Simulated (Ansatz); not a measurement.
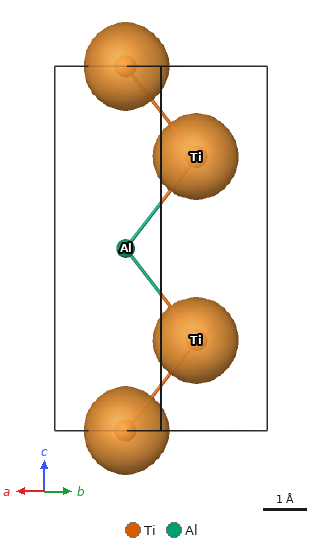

The picture shows: Ti3Al. Isosurface of the valence charge density (pseudo) at 0.4 e/Å³ (orange), seen along [110]. Sticks mark near contacts.

Space group P-6m2; a point of a scan over the structure, not its minimum; a structure from a database of computed crystals, not necessarily the ambient phase; computed pressure about 12 GPa in this cell; computed without spin polarisation; PAW files of the earlier set (soft_1).

Computed with DFT PBEsol, scalar-relativistic, plane waves, PAW in Ansatz.

In a PAW calculation such maps are meaningful between the atoms, not at the nuclei.

Input

```
crystal:
  lattice:
    - [2.8736102185, 0.0, 0.0]
    - [-1.4368051093, 2.4886194499, 0.0]
    - [0.0, 0.0, 8.5354844322]
  atoms:
    - { symbol: Ti, position: [0.6666666667, 0.3333333333, 0.0] }
    - { symbol: Ti, position: [0.3333333333, 0.6666666667, 0.7511732072] }
    - { symbol: Ti, position: [0.3333333333, 0.6666666667, 0.2488267928] }
    - { symbol: Al, position: [0.6666666667, 0.3333333333, 0.5] }
basis:
  ecutwfc: 520.0
kpoints:
  mp_grid: { grid: [18, 18, 6] }
hamiltonian:
  xc: pbesol
  pseudopotentials: { kind: paw, azcp: { folder: soft_1 } }
scf:
  occupations: { method: gaussian, width: 0.15 }
output:
  forces: true
  stress: true
  eigenvalues: true
  write_density: true
  write_potential: true
  elf: true
  volumetric_format: npy
```

Launched as:

```sh
ansatz run input.yaml --threads 2 --pin off --max-ram 4096MiB --backend cpu --events-out ev --progress --plain --runs-dir out
```

Below, planes, directions and counts refer to the conventional cell (a = 2.87 Å, b = 2.87 Å, c = 8.54 Å, α = 90.00°, β = 90.00°, γ = 120.00°).

> What does this surface tell about the bonding?

At this value the density breaks into separate islands; it holds about 70 % of the electrons treated as valence (semicore included). It bridges none of the near contacts. It is pinched off along the sampled Ti–Ti (2.70 Å), Ti–Al (2.71 Å), Al–Al (2.87 Å) and Ti–Ti (2.87 Å) contacts. On the grid the lowest density along these lines, outside the cores, is 0.23 e/Å³ (Ti–Ti, 2.70 Å), 0.24 e/Å³ (Ti–Al, 2.71 Å), 0.2 e/Å³ (Al–Al, 2.87 Å) and 0.21 e/Å³ (Ti–Ti, 2.87 Å).
